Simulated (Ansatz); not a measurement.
# Geometry relaxation, with input and output: Zn18O19 (part 1 of 5)

The run: geometry relaxation of Zn18O19 (defect cell, 37 atoms in the cell). Method and program: DFT PBE, scalar-relativistic, plane waves, PAW, no spin polarisation (Ansatz 0.2.0).

The structure derives from a Materials Project entry. It belongs to a series of runs on one base structure; here: O_i, charge +0, atoms relaxed at the host's cell.

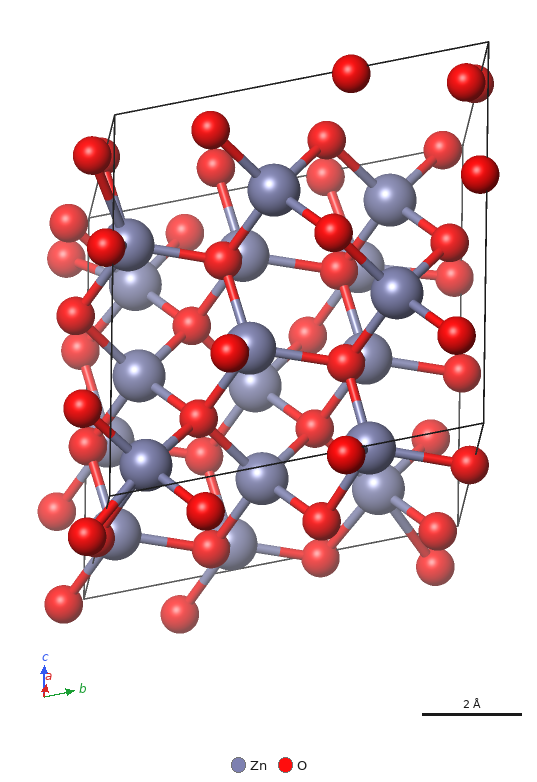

**Figure 1.** The starting structure (ball-and-stick view of the cell of the calculation, seen at an oblique angle; bonded neighbours outside the cell are drawn too).

Results in brief:

| quantity | value |
| --- | --- |
| outcome | converged |
| electrons treated | 330 |
| free energy | −70526.3577 eV |
| Fermi energy | 8.012 eV |
| gap on the k-point mesh | 1.64 eV |
| final volume | 443.69 Å³ |
| largest force (length of the vector) at the end | 0.032 eV/Å |
| hardware | 8 threads of Arm Neoverse V1, 24 GiB of memory available, shared host |
| wall time | 4.4 min (CPU time 32 min) |
| peak memory | 2 GiB |

Input:
```yaml
crystal:
  lattice:
    - [-1.0e-10, -5.680065669, -5.2931776513]
    - [-4.9190811645, 2.8400328345, -5.2931776513]
    - [4.9190811645, 2.8400328344, -5.2931776513]
  atoms:
    - { symbol: Zn, position: [0.388688156, 0.0553548227, 0.0553548227] }
    - { symbol: Zn, position: [0.0553548227, 0.388688156, 0.0553548227] }
    - { symbol: Zn, position: [0.388688156, 0.7220214894, 0.388688156] }
    - { symbol: Zn, position: [0.388688156, 0.388688156, 0.7220214894] }
    - { symbol: Zn, position: [0.0553548227, 0.0553548227, 0.388688156] }
    - { symbol: Zn, position: [0.7224357712, 0.7132548841, 0.0645178635] }
    - { symbol: Zn, position: [0.7220214894, 0.388688156, 0.388688156] }
    - { symbol: Zn, position: [0.0502307648, 0.7201670698, 0.7206943733] }
    - { symbol: Zn, position: [0.716328196, 0.05872092, 0.7243790507] }
    - { symbol: Zn, position: [0.4442437116, 0.4442437116, 0.1109103782] }
    - { symbol: Zn, position: [0.1138845344, 0.7781756202, 0.1100665615] }
    - { symbol: Zn, position: [0.4442437116, 0.1109103782, 0.4442437116] }
    - { symbol: Zn, position: [0.4442437116, 0.7775770449, 0.7775770449] }
    - { symbol: Zn, position: [0.1109103782, 0.4442437116, 0.4442437116] }
    - { symbol: Zn, position: [0.7870586324, 0.1099974542, 0.1175175589] }
    - { symbol: Zn, position: [0.7775770449, 0.7775770449, 0.4442437116] }
    - { symbol: Zn, position: [0.1122108804, 0.1192372172, 0.7719810351] }
    - { symbol: Zn, position: [0.7775770449, 0.4442437116, 0.7775770449] }
    - { symbol: O, position: [0.2623196218, 0.9289862884, 0.9289862884] }
    - { symbol: O, position: [0.9289862884, 0.2623196218, 0.9289862884] }
    - { symbol: O, position: [0.2623196218, 0.5956529551, 0.2623196218] }
    - { symbol: O, position: [0.2623196218, 0.2623196218, 0.5956529551] }
    - { symbol: O, position: [0.9289862884, 0.9289862884, 0.2623196218] }
    - { symbol: O, position: [0.5956529551, 0.5956529551, 0.9289862884] }
    - { symbol: O, position: [0.5956529551, 0.2623196218, 0.2623196218] }
    - { symbol: O, position: [0.9289862884, 0.5956529551, 0.5956529551] }
    - { symbol: O, position: [0.5956529551, 0.9289862884, 0.5956529551] }
    - { symbol: O, position: [0.3178751773, 0.3178751773, 0.984541844] }
    - { symbol: O, position: [0.9830459095, 0.6337431289, 0.99097274] }
    - { symbol: O, position: [0.3178751773, 0.984541844, 0.3178751773] }
    - { symbol: O, position: [0.3178751773, 0.6512085106, 0.6512085106] }
    - { symbol: O, position: [0.984541844, 0.3178751773, 0.3178751773] }
    - { symbol: O, position: [0.6551406532, 0.9865418021, 0.9857761281] }
    - { symbol: O, position: [0.6512085106, 0.6512085106, 0.3178751773] }
    - { symbol: O, position: [0.984198517, 0.9828443899, 0.659496593] }
    - { symbol: O, position: [0.6512085106, 0.3178751773, 0.6512085106] }
    - { symbol: O, position: [0.9185028501, 0.9463108981, 0.9257667174] }
  host:
    lattice:
      - [3.279387443, 0.0, 0.0]
      - [-1.6396937215, 2.8400328345, 0.0]
      - [0.0, 0.0, 5.2931776513]
    atoms:
      - { symbol: Zn, position: [0.6666666667, 0.3333333333, 0.5006021986] }
      - { symbol: Zn, position: [0.3333333333, 0.6666666667, 0.0006021986] }
      - { symbol: O, position: [0.6666666667, 0.3333333333, 0.8797078014] }
      - { symbol: O, position: [0.3333333333, 0.6666666667, 0.3797078014] }
basis:
  ecutwfc: 420
  xc_grid: 2
kpoints:
  mp_grid: { grid: [2, 2, 2], shift: [0.5, 0.5, 0.5] }
hamiltonian:
  xc: pbe
scf:
  occupations: { method: gaussian, width: 0.02 }
output:
  forces: true
  stress: false
  eigenvalues: true
  charged_corrections:
    defect_position: [0.93055556, 0.93055556, 0.93055556]
    epsilon: [[10.5641, 0.0, 0.0], [0.0, 10.5641, 0.0], [0.0, 0.0, 11.6128]]
  write_density: true
  write_potential: true
  elf: true
  volumetric_format: npy
relax:
  adjacent_minimum: "off"
  f_tol: 0.03
  max_steps: 40
```

Launch command:
```bash
ansatz run input.yaml --threads 8 --pin off --max-ram 16384MiB --backend cpu --events-out ev --progress --plain --runs-dir out
```

Output:
```
Engine: ansatz 0.2.0, aarch64-unknown-linux-gnu
Pseudopotentials: kind: paw
Pseudopotential: Zn, paw, valence charge 12, recommended cutoff 420 eV (normal), Zn.paw.azcp
Pseudopotential: O, paw, valence charge 6, recommended cutoff 420 eV (normal), O.paw.azcp
Functional definition: PBE
  parameter kappa = 0.804
  parameter beta = 0.06672455060314922
  exchange = pbe_x(kappa = kappa, mu = beta*pi^2/3)
  correlation = pbe_c(beta = beta)
Crystal: 37 atoms, lattice volume = 443.685 Å³
Basis set: ecut = 420 eV, 8645 PW (Γ), exchange–correlation on 108×108×108 points (8 copies of the dense FFT grid, shifted against one another)
Bands: 202, of which v1, the nominal top of the filled ones, is band 165 counted from 1 (164 counted from 0)
Symmetry: 1 space group operations
Space group: P1 (ITA 1), of the structure as read, at distance tolerance 7.6e-5 Å
k-points: 4 of 8 (time reversal used)
Non-local potential: Zn, projectors of the file, l = 0: 2, l = 1: 2, l = 2: 3, l = 3: 1
Non-local potential: O, projectors of the file, l = 0: 2, l = 1: 2, l = 2: 1
PAW form: soft (Blöchl's): semilocal exchange-correlation on the pseudo side does not see the compensation charge
PAW one-centre angular grid: Zn, 590 points (default); XC on 64 Gauss nodes
PAW one-centre angular grid: O, 110 points (default); XC on 64 Gauss nodes
Initial density: superposition of atomic densities (neutral atoms: chi_scale 0, normalization atom), corrected by the library's trained network
Initial wavefunctions: pseudopotential atomic-orbital guess
Functional: x = pbe(κ = 0.804, μ = 0.2195149727645171), c = pbe(β = 0.06672455060314922)
SCF iter   1: F=—  HF=-70523.565390 eV  |F-HF|=—  |Δ(HF+E_count)|=         —  Δρ=1.07e-2  dr2=3.01e-1  ethr=1.77e-3  ⟨swp⟩=5.8  Hψ=2845  notcnv=0  defer=8
preconditioner: auto → Resta (q_TF=auto, 2.597 Å⁻¹)  ε∞=7.7  [insulator: Δε(μ)=0.163 eV  Ē_g=12.386 eV  σ=0.020 eV  W_gap=1.00  n_scr=130 (ndim 8)  ℏωp=32.0 eV  f_vac=0.040  D(μ)=0.00/eV (n_scr^D=0)  ε∞_Penn≈7.7]
SCF iter   2: F=—  HF=-70523.557670 eV  |F-HF|=—  |Δ(HF+E_count)|=   7.72e-3  Δρ=1.46e-2  dr2=5.84e-1  ethr=9.13e-5  ⟨swp⟩=2.2  Hψ=1620  notcnv=0  defer=121
SCF iter   3: F=—  HF=-70523.559572 eV  |F-HF|=—  |Δ(HF+E_count)|=   1.90e-3  Δρ=1.45e-2  dr2=5.70e-1  ethr=9.13e-5  ⟨swp⟩=2.0  Hψ=1374  notcnv=0  defer=121
SCF iter   4: F=—  HF=-70523.532117 eV  |F-HF|=—  |Δ(HF+E_count)|=   2.75e-2  Δρ=7.11e-3  dr2=1.42e-1  ethr=9.13e-5  ⟨swp⟩=1.8  Hψ=690  notcnv=0  defer=121
SCF iter   5: F=—  HF=-70523.522686 eV  |F-HF|=—  |Δ(HF+E_count)|=   9.43e-3  Δρ=2.01e-3  dr2=7.10e-3  ethr=4.32e-5  ⟨swp⟩=2.0  Hψ=712  notcnv=0  defer=121
SCF iter   6: F=—  HF=-70523.522342 eV  |F-HF|=—  |Δ(HF+E_count)|=   3.44e-4  Δρ=1.59e-3  dr2=5.14e-3  ethr=2.15e-6  ⟨swp⟩=1.0  Hψ=780  notcnv=0  defer=121
SCF iter   7: F=—  HF=-70523.522384 eV  |F-HF|=—  |Δ(HF+E_count)|=   4.22e-5  Δρ=1.58e-3  dr2=4.77e-3  ethr=1.56e-6  ⟨swp⟩=2.0  Hψ=1376  notcnv=0  defer=121
SCF iter   8: F=—  HF=-70523.522056 eV  |F-HF|=—  |Δ(HF+E_count)|=   3.28e-4  Δρ=1.05e-3  dr2=2.06e-3  ethr=1.44e-6  ⟨swp⟩=1.0  Hψ=687  notcnv=0  defer=121
SCF iter   9: F=—  HF=-70523.521928 eV  |F-HF|=—  |Δ(HF+E_count)|=   1.28e-4  Δρ=2.06e-4  dr2=1.40e-4  ethr=6.24e-7  ⟨swp⟩=1.0  Hψ=687  notcnv=0  defer=121
SCF iter  10: F=—  HF=-70523.521911 eV  |F-HF|=—  |Δ(HF+E_count)|=   1.66e-5  Δρ=1.27e-4  dr2=3.40e-5  ethr=4.23e-8  ⟨swp⟩=2.0  Hψ=1279  notcnv=0  defer=121
SCF iter  11: F=-70523.521905 eV  HF=-70523.521910 eV  |F-HF|=5.04e-6  |Δ(HF+E_count)|=   6.64e-7  Δρ=5.14e-5  dr2=7.22e-6  ethr=6.82e-9  ⟨swp⟩=14.8  Hψ=7455  notcnv=0
SCF 1 converged in 11 iterations: F = -70523.521905 eV  dr2 = 7.22e-6
  greatest PAW one-centre occupation: 0.988 electrons in one spin orbital (limit 2), on the Zn atom at site 7 (counted from 0), in its partial waves of l = 2
relax step   1: F+E_penalty+E_count = -70523.52190530 eV  Δ(F+E_penalty+E_count) = +0.000e0 eV  max|allowed force component| = 1.894e0 eV/Å  Δτ_max = 0.0000 Å  (11 SCF iters, dr2 threshold 2.25e-5 eV, accepted)
Initial density: handed on by an earlier stage of this run
Initial wavefunctions: those handed on with the density
iter 1 solved again at ethr=1.70e-4 eV; its pass at ethr=3.10e-3 eV (dr2=5.60e-1 eV) is discarded
SCF iter   1: F=—  HF=-70524.305697 eV  |F-HF|=—  |Δ(HF+E_count)|=         —  Δρ=1.36e-2  dr2=5.60e-1  ethr=1.70e-4  ⟨swp⟩=1.8  Hψ=2768  notcnv=0  defer=121
preconditioner: auto → Resta (q_TF=auto, 2.597 Å⁻¹)  ε∞=7.7  [insulator: Δε(μ)=0.084 eV  Ē_g=12.410 eV  σ=0.020 eV  W_gap=1.00  n_scr=130 (ndim 8)  ℏωp=32.0 eV  f_vac=0.041  D(μ)=0.38/eV (n_scr^D=0)  ε∞_Penn≈7.7]
SCF iter   2: F=—  HF=-70524.309941 eV  |F-HF|=—  |Δ(HF+E_count)|=   4.24e-3  Δρ=2.15e-2  dr2=1.36e0  ethr=1.70e-4  ⟨swp⟩=2.5  Hψ=1376  notcnv=0  defer=121  recentre
SCF iter   3: F=—  HF=-70524.249490 eV  |F-HF|=—  |Δ(HF+E_count)|=   6.05e-2  Δρ=1.07e-2  dr2=3.11e-1  ethr=1.70e-4  ⟨swp⟩=2.0  Hψ=1547  notcnv=0  defer=121
SCF iter   4: F=—  HF=-70524.214009 eV  |F-HF|=—  |Δ(HF+E_count)|=   3.55e-2  Δρ=3.02e-3  dr2=1.63e-2  ethr=9.42e-5  ⟨swp⟩=2.0  Hψ=713  notcnv=0  defer=121
SCF iter   5: F=—  HF=-70524.211913 eV  |F-HF|=—  |Δ(HF+E_count)|=   2.10e-3  Δρ=9.10e-4  dr2=2.33e-3  ethr=4.94e-6  ⟨swp⟩=2.0  Hψ=1374  notcnv=0  defer=121
SCF iter   6: F=—  HF=-70524.212028 eV  |F-HF|=—  |Δ(HF+E_count)|=   1.15e-4  Δρ=4.73e-4  dr2=6.86e-4  ethr=7.07e-7  ⟨swp⟩=1.8  Hψ=692  notcnv=0  defer=121
SCF iter   7: F=—  HF=-70524.212192 eV  |F-HF|=—  |Δ(HF+E_count)|=   1.64e-4  Δρ=2.78e-4  dr2=2.55e-4  ethr=2.08e-7  ⟨swp⟩=2.0  Hψ=1347  notcnv=0  defer=121
SCF iter   8: F=—  HF=-70524.212146 eV  |F-HF|=—  |Δ(HF+E_count)|=   4.58e-5  Δρ=1.51e-4  dr2=6.74e-5  ethr=3.03e-8  ⟨swp⟩=15.5  Hψ=8138  notcnv=0
SCF iter   9: F=—  HF=-70524.212149 eV  |F-HF|=—  |Δ(HF+E_count)|=   2.72e-6  Δρ=1.24e-4  dr2=3.60e-5  ethr=2.04e-8  ⟨swp⟩=11.5  Hψ=7649  notcnv=0
SCF iter  10: F=-70524.212131 eV  HF=-70524.212146 eV  |F-HF|=1.51e-5  |Δ(HF+E_count)|=   2.76e-6  Δρ=9.72e-5  dr2=2.10e-5  ethr=1.09e-8  ⟨swp⟩=10.5  Hψ=7450  notcnv=0
SCF 2 converged in 10 iterations: F = -70524.212131 eV  dr2 = 2.10e-5
relax step   2: F+E_penalty+E_count = -70524.21213094 eV  Δ(F+E_penalty+E_count) = -6.902e-1 eV  max|allowed force component| = 1.225e0 eV/Å  Δτ_max = 0.1116 Å  (10 SCF iters, dr2 threshold 1.00e-4 eV, accepted)
[... from here on the SCF iterations and repeated set-up lines of each step are left out, up to the last step ...]
SCF 3 converged in 9 iterations: F = -70524.705101 eV  dr2 = 2.22e-5
relax step   3: F+E_penalty+E_count = -70524.70510090 eV  Δ(F+E_penalty+E_count) = -4.930e-1 eV  max|allowed force component| = 3.787e-1 eV/Å  Δτ_max = 0.1967 Å  (9 SCF iters, dr2 threshold 9.37e-5 eV, accepted)
SCF 4 converged in 9 iterations: F = -70524.824672 eV  dr2 = 6.05e-6
relax step   4: F+E_penalty+E_count = -70524.82467164 eV  Δ(F+E_penalty+E_count) = -1.196e-1 eV  max|allowed force component| = 3.599e-1 eV/Å  Δτ_max = 0.2000 Å  (9 SCF iters, dr2 threshold 1.37e-5 eV, accepted)
SCF 5 converged in 8 iterations: F = -70524.889408 eV  dr2 = 1.08e-5
relax step   5: F+E_penalty+E_count = -70524.88940808 eV  Δ(F+E_penalty+E_count) = -6.474e-2 eV  max|allowed force component| = 4.594e-1 eV/Å  Δτ_max = 0.1685 Å  (8 SCF iters, dr2 threshold 1.24e-5 eV, accepted)
SCF 6 converged in 7 iterations: F = -70524.990126 eV  dr2 = 2.70e-5
relax step   6: F+E_penalty+E_count = -70524.99012581 eV  Δ(F+E_penalty+E_count) = -1.007e-1 eV  max|allowed force component| = 8.956e-1 eV/Å  Δτ_max = 0.1305 Å  (7 SCF iters, dr2 threshold 1.00e-4 eV, accepted)
SCF 7 converged in 7 iterations: F = -70525.323998 eV  dr2 = 6.46e-5
relax step   7: F+E_penalty+E_count = -70525.32399807 eV  Δ(F+E_penalty+E_count) = -3.339e-1 eV  max|allowed force component| = 1.409e0 eV/Å  Δτ_max = 0.1937 Å  (7 SCF iters, dr2 threshold 1.00e-4 eV, accepted)
SCF 8 converged in 7 iterations: F = -70525.684204 eV  dr2 = 1.88e-5
relax step   8: F+E_penalty+E_count = -70525.68420355 eV  Δ(F+E_penalty+E_count) = -3.602e-1 eV  max|allowed force component| = 1.295e0 eV/Å  Δτ_max = 0.1941 Å  (7 SCF iters, dr2 threshold 1.00e-4 eV, accepted)
SCF 9 converged in 7 iterations: F = -70525.909793 eV  dr2 = 1.50e-5
relax step   9: F+E_penalty+E_count = -70525.90979265 eV  Δ(F+E_penalty+E_count) = -2.256e-1 eV  max|allowed force component| = 1.495e0 eV/Å  Δτ_max = 0.1949 Å  (7 SCF iters, dr2 threshold 1.00e-4 eV, accepted)
SCF 10 converged in 7 iterations: F = -70526.179511 eV  dr2 = 1.36e-5
relax step  10: F+E_penalty+E_count = -70526.17951051 eV  Δ(F+E_penalty+E_count) = -2.697e-1 eV  max|allowed force component| = 4.481e-1 eV/Å  Δτ_max = 0.2000 Å  (7 SCF iters, dr2 threshold 1.00e-4 eV, accepted)
SCF 11 converged in 7 iterations: F = -70526.306987 eV  dr2 = 1.77e-5
relax step  11: F+E_penalty+E_count = -70526.30698668 eV  Δ(F+E_penalty+E_count) = -1.275e-1 eV  max|allowed force component| = 1.391e-1 eV/Å  Δτ_max = 0.2000 Å  (7 SCF iters, dr2 threshold 1.80e-5 eV, accepted)
SCF 12 converged in 8 iterations: F = -70526.339227 eV  dr2 = 9.68e-7
relax step  12: F+E_penalty+E_count = -70526.33922711 eV  Δ(F+E_penalty+E_count) = -3.224e-2 eV  max|allowed force component| = 1.028e-1 eV/Å  Δτ_max = 0.2000 Å  (8 SCF iters, dr2 threshold 1.74e-6 eV, accepted)
SCF 13 converged in 8 iterations: F = -70526.356010 eV  dr2 = 7.50e-7
relax step  13: F+E_penalty+E_count = -70526.35601011 eV  Δ(F+E_penalty+E_count) = -1.678e-2 eV  max|allowed force component| = 9.489e-2 eV/Å  Δτ_max = 0.2000 Å  (8 SCF iters, dr2 threshold 1.02e-6 eV, accepted)
SCF 14 converged in 5 iterations: F = -70526.357664 eV  dr2 = 4.39e-6
relax step  14: F+E_penalty+E_count = -70526.35766392 eV  Δ(F+E_penalty+E_count) = -1.654e-3 eV  max|allowed force component| = 2.235e-2 eV/Å  Δτ_max = 0.0156 Å  (5 SCF iters, dr2 threshold 4.91e-6 eV, accepted)
iter 1 solved again at ethr=1.33e-9 eV; its pass at ethr=3.10e-3 eV (dr2=4.39e-6 eV) is discarded
SCF iter   1: F=—  HF=-70526.357657 eV  |F-HF|=—  |Δ(HF+E_count)|=         —  Δρ=3.49e-5  dr2=4.39e-6  ethr=1.33e-9  ⟨swp⟩=1.0  Hψ=1896  notcnv=0
preconditioner: auto → Resta (q_TF=auto, 2.597 Å⁻¹)  ε∞=7.5  [insulator: Δε(μ)=1.635 eV  Ē_g=12.565 eV  σ=0.020 eV  W_gap=1.00  n_scr=130 (ndim 8)  ℏωp=32.0 eV  f_vac=0.043  D(μ)=0.00/eV (n_scr^D=0)  ε∞_Penn≈7.5]
SCF iter   2: F=—  HF=-70526.357666 eV  |F-HF|=—  |Δ(HF+E_count)|=   9.39e-6  Δρ=1.12e-5  dr2=8.22e-7  ethr=1.33e-9  ⟨swp⟩=2.0  Hψ=1345  notcnv=0
SCF iter   3: F=—  HF=-70526.357666 eV  |F-HF|=—  |Δ(HF+E_count)|=   8.87e-8  Δρ=7.19e-6  dr2=3.83e-7  ethr=2.49e-10  ⟨swp⟩=2.0  Hψ=1269  notcnv=0
SCF iter   4: F=-70526.357666 eV  HF=-70526.357666 eV  |F-HF|=7.85e-8  |Δ(HF+E_count)|=   1.49e-7  Δρ=4.83e-6  dr2=8.70e-8  ethr=3.03e-11  ⟨swp⟩=7.2  Hψ=5663  notcnv=0
SCF 15 converged in 4 iterations: F = -70526.357666 eV  dr2 = 8.70e-8
relax step  15: F+E_penalty+E_count = -70526.35766629 eV  Δ(F+E_penalty+E_count) = -2.372e-6 eV  max|allowed force component| = 2.324e-2 eV/Å  Δτ_max = 0.0000 Å  (4 SCF iters, accepted)
```

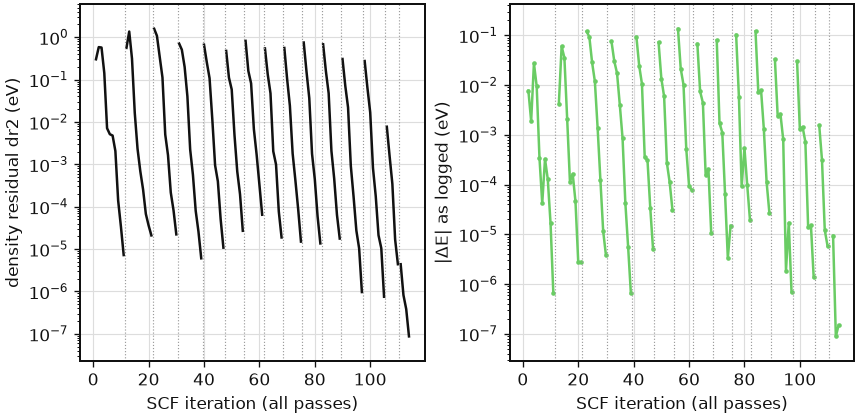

**Figure 2.** Convergence of the self-consistent field: density residual dr2 and size of the energy change against the SCF iteration. The dotted lines part the SCF passes of the relaxation: geometry steps, rejected trials and re-solves on a re-selected basis. The 15 passes take 4 to 11 iterations each, 114 in all.

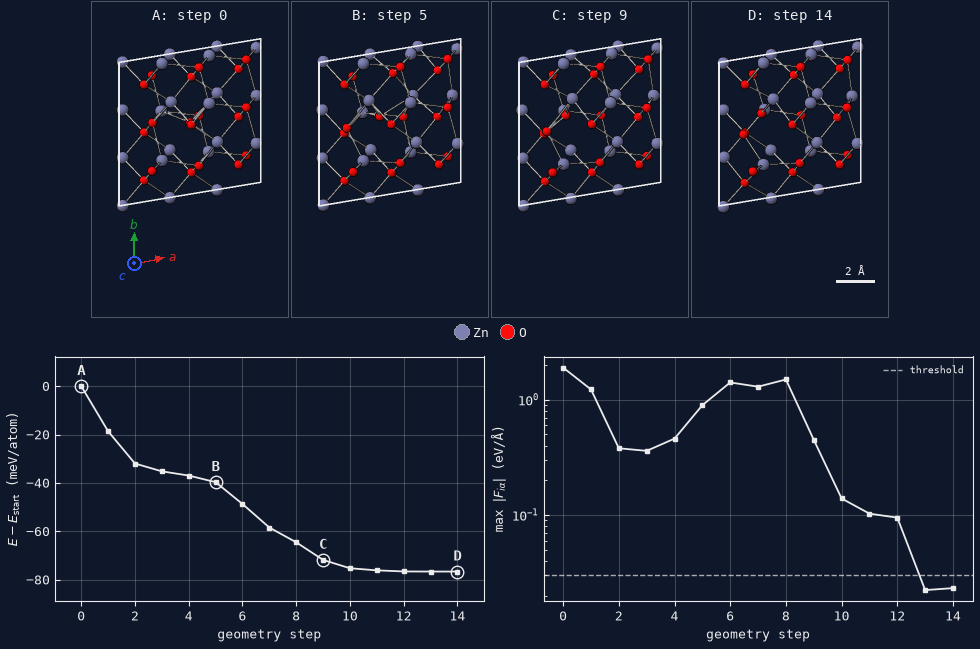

**Figure 3.** Frames of the relaxation (ball-and-stick view of the cell of the calculation (origin shifted), along the c axis) above the curves, on which the letters mark them (the first geometry is step 0 here and step 1 in the log).

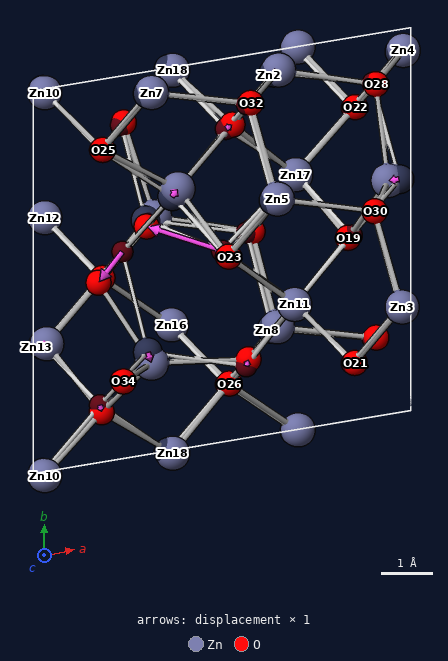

**Figure 4.** Start (faint) and end (solid) with the displacements as pink arrows, at true length (ball-and-stick view of the cell of the calculation (origin shifted), along the c axis). Over 14 geometry steps the energy falls by 76.6 meV per atom. The largest force component goes from 1.9 to 0.023 eV/Å. The atom that moves furthest is O37 (1.57 Å). Largest moves by element: O 1.57 Å, Zn 0.33 Å. The lattice vectors keep their values. Among the contacts that change: Zn11–O37 2.322 → 3.666 Å, Zn17–O37 2.224 → 3.196 Å, Zn15–O33 2.050 → 2.917 Å, Zn9–O33 1.984 → 2.646 Å. New bonds form: O33–O37 (1.98 → 1.47 Å). Bonds break: Zn15–O33 (2.05 → 2.92 Å), Zn9–O33 (1.98 → 2.65 Å). Among the angles that change: O25–Zn15–O37 161.5° → 110.7°, Zn9–O37–Zn15 95.4° → 142.2°, O35–Zn9–O37 53.7° → 95.4°. (Atoms are counted from 1 in the order of the input.)

```
SCF converged after 4 iterations
Free energy (F): -70526.357666 eV
Harris-Foulkes:  -70526.357666 eV  (|F-HF|=7.85e-8)
Internal energy: -70526.357666 eV  (E = F + TS)
E sigma→0 (E₀):  -70526.357666 eV
Fermi energy:    8.011935 eV
--- Per-component energies (eV) ---
  E_band       = 500.029677
  E_kinetic    = 5675.010718
  E_local      = -36707.819710  (includes V_loc(G=0)·N_el)
  E_nonlocal   = 12066.420870
  E_hartree    = 15057.959035
  E_xc         = -3850.660610
  E_vxc        = -2699.187787  (∫ρ·V_xc dr)
  E_paw        = -35981.920880  (= ΣΔE_a)
  E_vpaw       = -7950.356839  (= ΣTr[D̂ρ^β])
  E_aug_tail   = 0.039997  (compensation charges beyond the density's cutoff)
  E_ewald      = -26785.387086
  E_smearing   = -0.000000  (= −TS)
  E_closure    = -0.000000  (closes the sum)
  Σ components = -70526.357666   (vs F -70526.357666, Δ=0.00e0)
```
